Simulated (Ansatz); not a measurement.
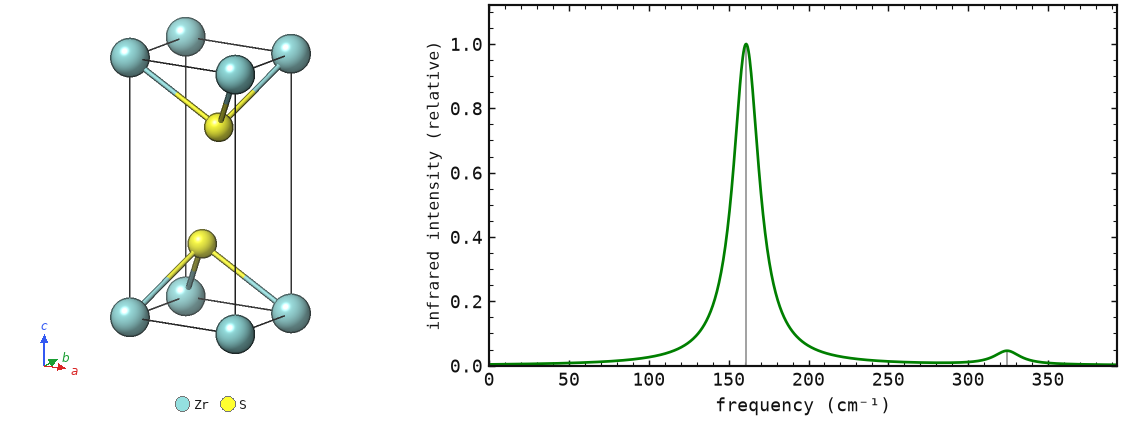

Caption: Infrared spectrum of the zone-centre phonons for ZrS₂, space group P-3m1 (No. 164). Lines are broadened by Lorentzians of 20 cm⁻¹ full width; the spectrum is scaled to its strongest line. These are zero-field (TO) frequencies; inactive modes don't show. The conventional cell is drawn beside the plot.

The strongest infrared line is at 160.9 cm⁻¹, and no other reaches 6 % of it.

Computed with Ansatz 0.2.0: infrared-active and silent optical phonons at the zone centre of an insulator with atoms at rest in the given cell, intensity summed over the level, zero macroscopic field, imaginary frequencies are negative, field response on a mesh refined by the program; PAW. Level: PBEsol, no spin polarisation.

```tsv
setting	value
wave cutoff	420 eV
k mesh	12×12×6
occupations	fixed
volume relative to the relaxed cell	0.98
```

Structure:
```
CELL_PARAMETERS angstrom
3.61911 0.00000 0.00000
-1.80955 3.13424 0.00000
0.00000 0.00000 5.79610
ATOMIC_POSITIONS crystal
Zr 0.00000 0.00000 0.00000
S 0.33333 0.66667 0.25113
S 0.66667 0.33333 0.74887
```

Keep in mind: a crossing between the sampled k points may be missed.
